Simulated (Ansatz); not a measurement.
**Geometry relaxation of PdSi₃₁ (charge +2) (part 1 of 2)**

The run: geometry relaxation of PdSi₃₁ (defect cell, 32 atoms in the cell, total charge +2). Method and program: DFT LDA, scalar-relativistic, plane waves, PAW, no spin polarisation (Ansatz 0.2.0).

The structure derives from a Materials Project entry. It belongs to a series of runs on one base structure; here: Pd on a Si site (a), charge +2, atoms relaxed at the host's cell.

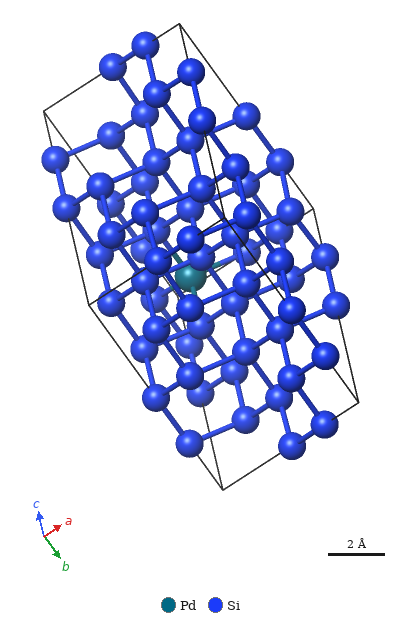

The structure as given in the input (ball-and-stick view of the cell of the calculation, seen at an oblique angle).

### Input
```yaml
crystal:
  lattice:
    - [-5.401942276, -5.401942276, 5.401942276]
    - [5.401942276, -5.401942276, -5.401942276]
    - [5.401942276, 5.401942276, 5.401942276]
  atoms:
    - { symbol: Pd, position: [0.2555863688, 0.7562865141, 0.7551433762] }
    - { symbol: Si, position: [0.0017985239, 0.7508546014, 0.0013871174] }
    - { symbol: Si, position: [0.5009541974, 0.5025841071, 0.7504844288] }
    - { symbol: Si, position: [0.2502313327, 0.5025424221, 0.001218561] }
    - { symbol: Si, position: [-0.0008476023, 0.4997718888, 0.2508283815] }
    - { symbol: Si, position: [0.7503189803, 0.7509891756, 0.2505410614] }
    - { symbol: Si, position: [0.5012955019, 0.7508625043, 0.5019924206] }
    - { symbol: Si, position: [0.0018966646, 0.0017374259, 0.7504848666] }
    - { symbol: Si, position: [0.7501269025, 0.2507942999, 0.750545405] }
    - { symbol: Si, position: [0.4988125087, 0.2506950337, -0.0009243513] }
    - { symbol: Si, position: [0.2503304517, 0.250887762, 0.2504470845] }
    - { symbol: Si, position: [-0.0005454694, 0.2517125191, 0.4997043697] }
    - { symbol: Si, position: [0.7508476393, 0.4999445514, 0.4995874594] }
    - { symbol: Si, position: [0.7500677549, -0.0005423512, -0.0009078724] }
    - { symbol: Si, position: [0.4988821988, -0.0004828353, 0.2503865427] }
    - { symbol: Si, position: [0.2502368672, 0.0018982028, 0.5020528447] }
    - { symbol: Si, position: [0.2489953333, 0.7508968613, 0.4978473719] }
    - { symbol: Si, position: [-0.0041561774, 0.7466005023, 0.7450452622] }
    - { symbol: Si, position: [0.5002129786, 0.5010767605, 0.5006801157] }
    - { symbol: Si, position: [0.2516038647, 0.5028634304, 0.7515589593] }
    - { symbol: Si, position: [0.0003833343, 0.5010184902, 0.0003224079] }
    - { symbol: Si, position: [0.7500583752, 0.7508831816, 0.0003079105] }
    - { symbol: Si, position: [0.5000811339, 0.7508955573, 0.2502398327] }
    - { symbol: Si, position: [0.0004815086, 0.0009810233, 0.5007200347] }
    - { symbol: Si, position: [0.7506310729, 0.2512653194, 0.5007915228] }
    - { symbol: Si, position: [0.4999854981, 0.2507921986, 0.7505096956] }
    - { symbol: Si, position: [0.2502555576, 0.2507703742, 0.0002597567] }
    - { symbol: Si, position: [0.0004948748, 0.2512333512, 0.2508416192] }
    - { symbol: Si, position: [0.7505882014, 0.5010867403, 0.2508435999] }
    - { symbol: Si, position: [0.7500984746, 0.000647871, 0.7505000744] }
    - { symbol: Si, position: [0.5040573967, 0.0086980411, 0.008162628] }
    - { symbol: Si, position: [0.2502489519, 0.0006877993, 0.2502625589] }
  host:
    lattice:
      - [0.0, 2.700971138, 2.700971138]
      - [2.700971138, 0.0, 2.700971138]
      - [2.700971138, 2.700971138, 0.0]
    atoms:
      - { symbol: Si, position: [0.75, 0.75, 0.75] }
      - { symbol: Si, position: [0.5, 0.5, 0.5] }
total_charge: 2
basis:
  ecutwfc: 420
  xc_grid: 2
kpoints:
  mp_grid: { grid: [3, 3, 3], shift: [0.0, 0.0, 0.0] }
hamiltonian:
  xc: lda
scf:
  occupations: { method: gaussian, width: 0.02 }
output:
  forces: true
  stress: false
  eigenvalues: true
  charged_corrections:
    defect_position: [0.25, 0.75, 0.75]
    epsilon: [[13.2637, 0.0, 0.0], [0.0, 13.2637, 0.0], [0.0, 0.0, 13.2637]]
  write_density: true
  write_potential: true
  elf: true
  volumetric_format: npy
relax:
  adjacent_minimum: "off"
  f_tol: 0.025
  max_steps: 45
```

Run on 4 threads of Intel Xeon @ 2.10GHz (Emerald Rapids), 189 GiB of memory available, shared host.

Launched with:
```bash
ansatz run input.yaml --threads 4 --pin off --max-ram 8192MiB --backend cpu --events-out ev --progress --plain --runs-dir out
```

### The program's output
```
Engine: ansatz 0.2.0, x86_64-unknown-linux-gnu
Pseudopotentials: kind: paw
Pseudopotential: Pd, paw, valence charge 18, recommended cutoff 420 eV (normal), Pd.paw.azcp
Pseudopotential: Si, paw, valence charge 4, recommended cutoff 420 eV (normal), Si.paw.azcp
Functional definition: SPW92
  exchange = slater_x
  correlation = pw_c
Crystal: 32 atoms, lattice volume = 630.536 Å³
Basis set: ecut = 420 eV, 12215 PW (Γ), exchange–correlation on 128×128×128 points (8 copies of the dense FFT grid, shifted against one another)
Bands: 102, of which v1, the nominal top of the filled ones, is band 70 counted from 1 (69 counted from 0)
Symmetry: 1 space group operations
Space group: P1 (ITA 1), of the structure as read, at distance tolerance 8.6e-5 Å
k-points: 14 of 27 (time reversal used)
Non-local potential: Pd, projectors of the file, l = 0: 2, l = 1: 2, l = 2: 2, l = 3: 1
Non-local potential: Si, projectors of the file, l = 0: 2, l = 1: 2, l = 2: 2
PAW form: soft (Blöchl's): semilocal exchange-correlation on the pseudo side does not see the compensation charge
PAW frozen core: Pd, regenerated for the run's functional, and the local potential with it (the file was generated under x = pbe(κ = 0.804, μ = 0.2195149727645171), c = pbe(β = 0.06672455060314922))
PAW frozen core: Si, regenerated for the run's functional, and the local potential with it (the file was generated under x = pbe(κ = 0.804, μ = 0.2195149727645171), c = pbe(β = 0.06672455060314922))
PAW one-centre angular grid: Pd, 590 points (default); XC on 64 Gauss nodes
PAW one-centre angular grid: Si, 110 points (default); XC on 64 Gauss nodes
Initial density: superposition of atomic densities (neutral atoms scaled as one to the charged cell's electrons: chi_scale 0, normalization atom), corrected by the library's trained network
Initial wavefunctions: pseudopotential atomic-orbital guess
Functional: x = slater, c = lda
SCF iter   1: F=—  HF=-25725.896566 eV  |F-HF|=—  |Δ(HF+E_count)|=         —  Δρ=2.67e-2  dr2=7.76e0  ethr=1.77e-3  ⟨swp⟩=7.0  Hψ=7112  notcnv=0  defer=114
preconditioner: auto → Kerker (q_TF=auto, 2.123 Å⁻¹)  [metal: Δε(μ)=0.001 eV  Ē_g=7.814 eV  σ=0.020 eV  W_gap=0.03  n_scr=86 (ndim 8)  ℏωp=17.0 eV  f_vac=0.000  D(μ)=24.90/eV (n_scr^D=200)]
SCF iter   2: F=—  HF=-25724.739474 eV  |F-HF|=—  |Δ(HF+E_count)|=    1.16e0  Δρ=1.12e-2  dr2=7.25e-1  ethr=1.77e-3  ⟨swp⟩=3.0  Hψ=2818  notcnv=0  defer=287
preconditioner: auto → Resta (q_TF=auto, 2.123 Å⁻¹)  ε∞=5.9  [insulator: Δε(μ)=0.234 eV  Ē_g=7.687 eV  σ=0.020 eV  W_gap=1.00  n_scr=86 (ndim 8)  ℏωp=17.0 eV  f_vac=0.000  D(μ)=0.00/eV (n_scr^D=0)  ε∞_Penn≈5.9]
SCF iter   3: F=—  HF=-25724.623766 eV  |F-HF|=—  |Δ(HF+E_count)|=   1.16e-1  Δρ=3.05e-3  dr2=7.88e-2  ethr=5.18e-4  ⟨swp⟩=2.0  Hψ=2707  notcnv=0  defer=325
SCF iter   4: F=—  HF=-25724.611710 eV  |F-HF|=—  |Δ(HF+E_count)|=   1.21e-2  Δρ=1.24e-3  dr2=9.84e-3  ethr=5.63e-5  ⟨swp⟩=2.0  Hψ=1777  notcnv=0  defer=349
SCF iter   5: F=—  HF=-25724.610579 eV  |F-HF|=—  |Δ(HF+E_count)|=   1.13e-3  Δρ=3.42e-4  dr2=7.99e-4  ethr=7.03e-6  ⟨swp⟩=2.0  Hψ=2054  notcnv=0  defer=349
SCF iter   6: F=—  HF=-25724.610443 eV  |F-HF|=—  |Δ(HF+E_count)|=   1.35e-4  Δρ=5.30e-5  dr2=2.78e-5  ethr=5.71e-7  ⟨swp⟩=2.4  Hψ=1845  notcnv=0  defer=349
SCF iter   7: F=-25724.610439 eV  HF=-25724.610439 eV  |F-HF|=6.03e-7  |Δ(HF+E_count)|=   4.15e-6  Δρ=1.11e-5  dr2=1.14e-6  ethr=1.12e-8  ⟨swp⟩=19.3  Hψ=13771  notcnv=0
SCF 1 converged in 7 iterations: F = -25724.610439 eV  dr2 = 1.14e-6
  Residual-converged pass: ⟨swp⟩=1.0  Hψ=1484  notcnv=0  max |occ|·‖R‖ = 7.0e-9 eV (tolerance 1.0e-8 eV)  dr2=1.14e-6  dr2_onsite=2.76e-8  max |Δocc| = 3.8e-16
  greatest PAW one-centre occupation: 0.998 electrons in one spin orbital (limit 2), on the Pd atom at site 0 (counted from 0), in its partial waves of l = 0
relax step   1: F+E_penalty+E_count = -25724.61043853 eV  Δ(F+E_penalty+E_count) = +0.000e0 eV  max|allowed force component| = 4.324e-1 eV/Å  Δτ_max = 0.0000 Å  (7 SCF iters, dr2 threshold 1.56e-5 eV, accepted)
Initial density: handed on by an earlier stage of this run
Initial wavefunctions: those handed on with the density
iter 1 solved again at ethr=9.22e-6 eV; its pass at ethr=3.10e-3 eV (dr2=1.29e-2 eV) is discarded
SCF iter   1: F=—  HF=-25724.653689 eV  |F-HF|=—  |Δ(HF+E_count)|=         —  Δρ=1.53e-3  dr2=1.44e-2  ethr=9.22e-6  ⟨swp⟩=2.4  Hψ=4135  notcnv=0  defer=339
preconditioner: auto → Resta (q_TF=auto, 2.123 Å⁻¹)  ε∞=5.9  [insulator: Δε(μ)=0.208 eV  Ē_g=7.693 eV  σ=0.020 eV  W_gap=1.00  n_scr=86 (ndim 8)  ℏωp=17.0 eV  f_vac=0.000  D(μ)=0.00/eV (n_scr^D=0)  ε∞_Penn≈5.9]
SCF iter   2: F=—  HF=-25724.650536 eV  |F-HF|=—  |Δ(HF+E_count)|=   3.15e-3  Δρ=7.58e-4  dr2=2.97e-3  ethr=9.22e-6  ⟨swp⟩=2.9  Hψ=2087  notcnv=0  defer=339
SCF iter   3: F=—  HF=-25724.649941 eV  |F-HF|=—  |Δ(HF+E_count)|=   5.95e-4  Δρ=8.90e-5  dr2=4.03e-5  ethr=2.12e-6  ⟨swp⟩=2.0  Hψ=1698  notcnv=0  defer=339
iter 4 did not close the SCF: its close was put off for the readings that it lacked (scf_convergence_deferred on its scf_iter line)
SCF iter   4: F=-25724.649937 eV  HF=-25724.649940 eV  |F-HF|=3.10e-6  |Δ(HF+E_count)|=   1.64e-6  Δρ=2.85e-5  dr2=4.80e-6  ethr=2.88e-8  ⟨swp⟩=2.3  Hψ=2055  notcnv=0  defer=339
iter 5 did not close the SCF: its close was put off for the readings that it lacked (scf_convergence_deferred on its scf_iter line)
SCF iter   5: F=-25724.649939 eV  HF=-25724.649939 eV  |F-HF|=9.18e-8  |Δ(HF+E_count)|=   5.80e-7  Δρ=6.53e-6  dr2=3.08e-7  ethr=3.43e-9  ⟨swp⟩=2.0  Hψ=1973  notcnv=0  defer=339
SCF iter   6: F=-25724.649939 eV  HF=-25724.649939 eV  |F-HF|=3.62e-9  |Δ(HF+E_count)|=   1.02e-8  Δρ=1.55e-6  dr2=1.85e-8  ethr=2.20e-10  ⟨swp⟩=15.4  Hψ=11257  notcnv=0
SCF 2 converged in 6 iterations: F = -25724.649939 eV  dr2 = 1.85e-8
relax step   2: F+E_penalty+E_count = -25724.64993904 eV  Δ(F+E_penalty+E_count) = -3.950e-2 eV  max|allowed force component| = 1.475e-1 eV/Å  Δτ_max = 0.0299 Å  (6 SCF iters, dr2 threshold 1.17e-5 eV, accepted)
SCF iter   1: F=—  HF=-25724.657716 eV  |F-HF|=—  |Δ(HF+E_count)|=         —  Δρ=1.37e-3  dr2=9.31e-3  ethr=4.21e-5  ⟨swp⟩=3.0  Hψ=2954  notcnv=0  defer=343
preconditioner: auto → Resta (q_TF=auto, 2.123 Å⁻¹)  ε∞=5.9  [insulator: Δε(μ)=0.222 eV  Ē_g=7.690 eV  σ=0.020 eV  W_gap=1.00  n_scr=86 (ndim 8)  ℏωp=17.0 eV  f_vac=0.000  D(μ)=0.00/eV (n_scr^D=0)  ε∞_Penn≈5.9]
SCF iter   2: F=—  HF=-25724.655420 eV  |F-HF|=—  |Δ(HF+E_count)|=   2.30e-3  Δρ=6.67e-4  dr2=1.65e-3  ethr=6.65e-6  ⟨swp⟩=2.0  Hψ=1761  notcnv=0  defer=343
SCF iter   3: F=—  HF=-25724.654984 eV  |F-HF|=—  |Δ(HF+E_count)|=   4.36e-4  Δρ=8.55e-5  dr2=3.34e-5  ethr=1.18e-6  ⟨swp⟩=2.1  Hψ=1977  notcnv=0  defer=343
SCF iter   4: F=—  HF=-25724.655179 eV  |F-HF|=—  |Δ(HF+E_count)|=   1.95e-4  Δρ=1.35e-5  dr2=1.34e-6  ethr=9.71e-10  ⟨swp⟩=16.2  Hψ=12757  notcnv=0
iter 5 did not close the SCF: its close was put off for the readings that it lacked (scf_convergence_deferred on its scf_iter line)
SCF iter   5: F=-25724.655179 eV  HF=-25724.655179 eV  |F-HF|=1.15e-7  |Δ(HF+E_count)|=   1.91e-7  Δρ=5.24e-6  dr2=1.68e-7  ethr=9.54e-10  ⟨swp⟩=2.0  Hψ=1977  notcnv=0
SCF iter   6: F=-25724.655179 eV  HF=-25724.655179 eV  |F-HF|=5.46e-9  |Δ(HF+E_count)|=   1.91e-8  Δρ=1.41e-6  dr2=1.39e-8  ethr=1.20e-10  ⟨swp⟩=7.0  Hψ=7692  notcnv=0
SCF 3 converged in 6 iterations: F = -25724.655179 eV  dr2 = 1.39e-8
relax step   3: F+E_penalty+E_count = -25724.65517881 eV  Δ(F+E_penalty+E_count) = -5.240e-3 eV  max|allowed force component| = 2.111e-3 eV/Å  Δτ_max = 0.0238 Å  (6 SCF iters, dr2 threshold 1.36e-6 eV, accepted)
iter 1 solved again at ethr=9.98e-12 eV; its pass at ethr=3.10e-3 eV (dr2=1.40e-8 eV) is discarded
SCF iter   1: F=—  HF=-25724.655179 eV  |F-HF|=—  |Δ(HF+E_count)|=         —  Δρ=1.41e-6  dr2=1.39e-8  ethr=9.98e-12  ⟨swp⟩=1.0  Hψ=3416  notcnv=0
preconditioner: auto → Resta (q_TF=auto, 2.123 Å⁻¹)  ε∞=5.9  [insulator: Δε(μ)=0.220 eV  Ē_g=7.690 eV  σ=0.020 eV  W_gap=1.00  n_scr=86 (ndim 8)  ℏωp=17.0 eV  f_vac=0.000  D(μ)=0.00/eV (n_scr^D=0)  ε∞_Penn≈5.9]
iter 2 did not close the SCF: its close was put off for the readings that it lacked (scf_convergence_deferred on its scf_iter line)
SCF iter   2: F=-25724.655179 eV  HF=-25724.655179 eV  |F-HF|=2.58e-10  |Δ(HF+E_count)|=  5.89e-10  Δρ=6.38e-7  dr2=3.21e-9  ethr=9.93e-12  ⟨swp⟩=2.0  Hψ=1673  notcnv=0
iter 3 did not close the SCF: its close was put off for the readings that it lacked (scf_convergence_deferred on its scf_iter line)
SCF iter   3: F=-25724.655179 eV  HF=-25724.655179 eV  |F-HF|=0.00e0  |Δ(HF+E_count)|=  5.93e-10  Δρ=2.49e-7  dr2=5.32e-10  ethr=2.30e-12  ⟨swp⟩=1.1  Hψ=1081  notcnv=0
iter 4 did not close the SCF: its close was put off for the readings that it lacked (scf_convergence_deferred on its scf_iter line)
SCF iter   4: F=-25724.655179 eV  HF=-25724.655179 eV  |F-HF|=1.09e-11  |Δ(HF+E_count)|=  1.02e-10  Δρ=4.49e-8  dr2=1.39e-11  ethr=1.00e-12  ⟨swp⟩=1.1  Hψ=1080  notcnv=0
iter 5 did not close the SCF: its close was put off for the readings that it lacked (scf_convergence_deferred on its scf_iter line)
SCF iter   5: F=-25724.655179 eV  HF=-25724.655179 eV  |F-HF|=0.00e0  |Δ(HF+E_count)|=  7.28e-12  Δρ=1.22e-8  dr2=7.79e-13  ethr=1.00e-12  ⟨swp⟩=1.0  Hψ=1079  notcnv=0
SCF iter   6: F=-25724.655179 eV  HF=-25724.655179 eV  |F-HF|=1.09e-11  |Δ(HF+E_count)|=  7.28e-12  Δρ=2.15e-9  dr2=3.90e-14  ethr=1.00e-12  ⟨swp⟩=4.0  Hψ=4518  notcnv=0
SCF 4 converged in 6 iterations: F = -25724.655179 eV  dr2 = 3.90e-14
relax step   4: F+E_penalty+E_count = -25724.65517881 eV  Δ(F+E_penalty+E_count) = -5.559e-9 eV  max|allowed force component| = 2.123e-3 eV/Å  Δτ_max = 0.0000 Å  (6 SCF iters, accepted)
```

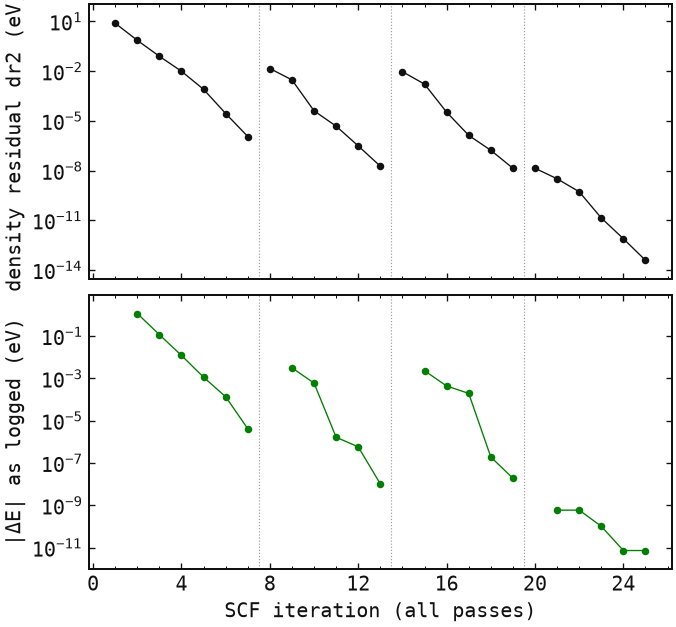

Convergence of the self-consistent field: density residual dr2 and size of the energy change against the SCF iteration. The dotted lines part the SCF passes of the relaxation: geometry steps, rejected trials and re-solves on a re-selected basis. The passes take 7, 6, 6 and 6 iterations.

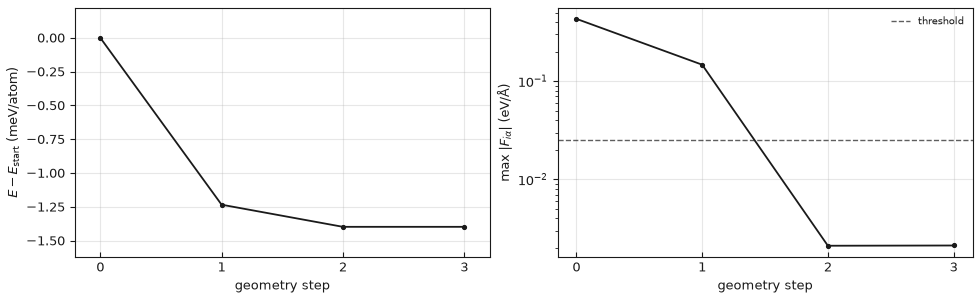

Progress of the relaxation, step by step (the first geometry is step 0 here and step 1 in the log).

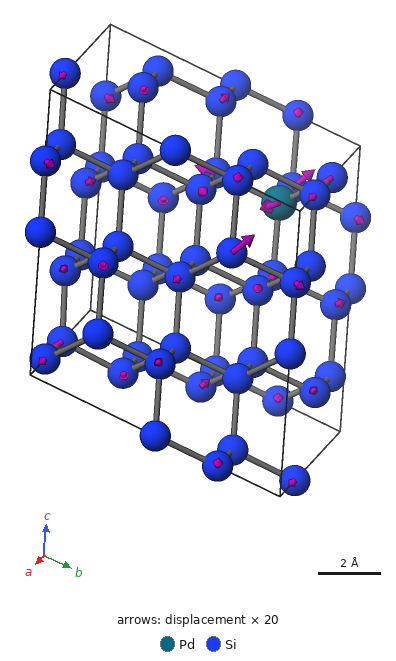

The starting structure with the displacements as pink arrows, magnified 20 times (ball-and-stick view of the cell of the calculation, seen slightly off an axis). The energy falls by 1.4 meV per atom in 3 geometry steps. Largest force component: 0.43 eV/Å at the start, 0.0021 eV/Å at the end. Si18 moves most: 0.049 Å. Largest moves by element: Si 0.049 Å, Pd 0.044 Å. The lattice vectors keep their values. Among the contacts that change: Si13–Si18 2.299 → 2.347 Å, Si10–Si31 2.310 → 2.347 Å, Pd1–Si20 2.348 → 2.368 Å, Si2–Si18 2.367 → 2.347 Å. Among the angles that change: Pd1–Si18–Si13 111.3° → 108.2°, Si2–Si18–Si8 108.6° → 110.7°. (Atoms are counted from 1 in the order of the input.)

```
SCF converged after 6 iterations
Free energy (F): -25724.655179 eV
Harris-Foulkes:  -25724.655179 eV  (|F-HF|=1.09e-11)
Internal energy: -25724.655179 eV  (E = F + TS)
E sigma→0 (E₀):  -25724.655179 eV
Fermi energy:    6.198324 eV
--- Per-component energies (eV) ---
  E_band       = -249.345042
  E_kinetic    = 1748.576893
  E_local      = -5055.975393  (includes V_loc(G=0)·N_el)
  E_nonlocal   = 1054.053171
  E_hartree    = 2037.450888
  E_xc         = -1849.674710
  E_vxc        = -1650.360322  (∫ρ·V_xc dr)
  E_paw        = -18691.600799  (= ΣΔE_a)
  E_vpaw       = -420.541536  (= ΣTr[D̂ρ^β])
  E_aug_tail   = 0.000373  (compensation charges beyond the density's cutoff)
  E_ewald      = -4970.780590
  E_core_change = 3.294986  (= ΣΔE_core)
  E_smearing   = -0.000000  (= −TS)
  E_closure    = 0.000000  (closes the sum)
  E_deformation_potential = 25.873679  (in the stress; not in F)
  Σ components = -25724.655179   (vs F -25724.655179, Δ=0.00e0)
--- Forces (eV/Å), atoms counted from 1 ---
  atom   1  Pd    -0.00106746     0.00152884     0.00004372
  atom   2  Si    -0.00000773    -0.00075848     0.00121315
  atom   3  Si     0.00018346    -0.00063265    -0.00122275
  atom   4  Si     0.00091093    -0.00008981    -0.00036284
  atom   5  Si     0.00075319    -0.00026081     0.00040299
  atom   6  Si     0.00014036    -0.00036584    -0.00043654
  atom   7  Si     0.00023441     0.00030382     0.00037999
  atom   8  Si     0.00010555    -0.00102921     0.00062362
  atom   9  Si    -0.00005415    -0.00035258     0.00006954
  atom  10  Si    -0.00053670     0.00056265    -0.00039226
  atom  11  Si    -0.00000146     0.00054682    -0.00073927
  atom  12  Si     0.00024268    -0.00009834    -0.00092508
  atom  13  Si    -0.00009629    -0.00168359     0.00140062
  atom  14  Si    -0.00045166     0.00040888    -0.00153723
  atom  15  Si     0.00008578    -0.00042921    -0.00103287
  atom  16  Si     0.00031683    -0.00023448     0.00069302
  atom  17  Si     0.00000046    -0.00068972    -0.00006978
  atom  18  Si     0.00134335     0.00072993    -0.00065045
  atom  19  Si    -0.00038643     0.00000799     0.00000192
  atom  20  Si    -0.00023426    -0.00030468     0.00126090
  atom  21  Si    -0.00035650     0.00004408     0.00026216
  atom  22  Si     0.00044923     0.00023297    -0.00006894
  atom  23  Si     0.00012691    -0.00024976    -0.00038334
  atom  24  Si    -0.00038955    -0.00017262     0.00008184
  atom  25  Si    -0.00044206     0.00027880     0.00027474
  atom  26  Si     0.00060052    -0.00026863     0.00057883
  atom  27  Si     0.00042736    -0.00026936     0.00062497
  atom  28  Si     0.00081328     0.00042880     0.00045499
  atom  29  Si    -0.00034835     0.00047445     0.00025271
  atom  30  Si    -0.00011233    -0.00010173     0.00028381
  atom  31  Si    -0.00212347     0.00209327    -0.00132916
  atom  32  Si    -0.00012592     0.00035020     0.00024699
  max |Σ_I F_I| component: 8.70e-9 eV/Å
--- Charged-cell corrections in eV (Makov–Payne, q = +2.000 e, ε = 13.264) ---
  F (periodic)     = -25724.655179  (uncorrected; the corrections below are reported, never added to it)
  E_corr1          = +0.731387  (monopole, q²α_M/2εL)
  F Makov-Payne    = -25723.923792  (F + E_corr1; no measured alignment; for a localised charge, not one spread in a band: unchecked)
  no potential alignment in this run, which stands beside a crystal: run the host's input off ansatz write-host-input, and read the two finished runs by ansatz place-levels (neither reads a slab, a wire or a sheet, whose cell leaves a vacuum)
--- Band table (eV; the first three rows and the last of 14) ---
```
